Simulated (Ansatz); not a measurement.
Structure (in its standard cell), the geometry relaxed with Ansatz 0.2.0, DFT PBEsol, scalar-relativistic, plane waves, PAW; the starting structure was generated, so it need not be a known form of this composition:

```yaml
crystal:
  lattice:
    - [3.11052, 0.00000, 0.00000]
    - [0.00000, 4.73083, 0.00000]
    - [0.00000, 0.00000, 10.03196]
  atoms:
    - { symbol: Ta, position: [0.00000, 0.00000, 0.13510] }
    - { symbol: Ta, position: [0.50000, 0.00000, 0.36490] }
    - { symbol: Ta, position: [0.00000, 0.50000, 0.63510] }
    - { symbol: Ta, position: [0.50000, 0.50000, 0.86490] }
    - { symbol: Ta, position: [0.50000, 0.00000, 0.63510] }
    - { symbol: Ta, position: [0.00000, 0.00000, 0.86490] }
    - { symbol: Ta, position: [0.50000, 0.50000, 0.13510] }
    - { symbol: Ta, position: [0.00000, 0.50000, 0.36490] }
```

**What does the kinematic electron diffraction pattern along [110] look like at 120 kV (B = 0.3 Å²)?**

The spots form a centred rectangular net whose two shortest vectors correspond to d = 5.02 Å and 2.52 Å, 75.5° apart. They are 0 0 2 and 1 -1 1. The pattern has symmetry 2mm. The lattice centring (F) removes all reflections that break h + k = 2n, h + l = 2n.

Strongest reflections with d > 0.80 Å, one of each family (|F|² from tabulated Gaussian fits of the electron scattering factors, times a small damping for the curvature of the Ewald sphere):

```tsv
hkl	d (Å)	I (strongest = 100)
0 0 4	2.508	100
1 -1 3	2.052	53
1 -1 1	2.516	47
2 -2 0	1.300	31
1 -1 7	1.255	26
2 -2 4	1.154	22
```

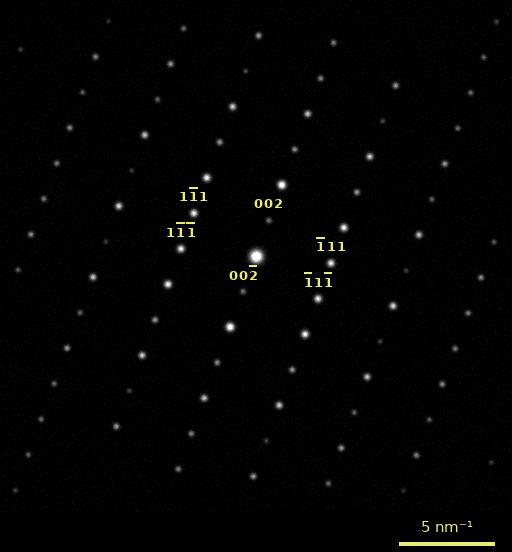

Calculated pattern, seen from the source side with [110] pointing towards the source.
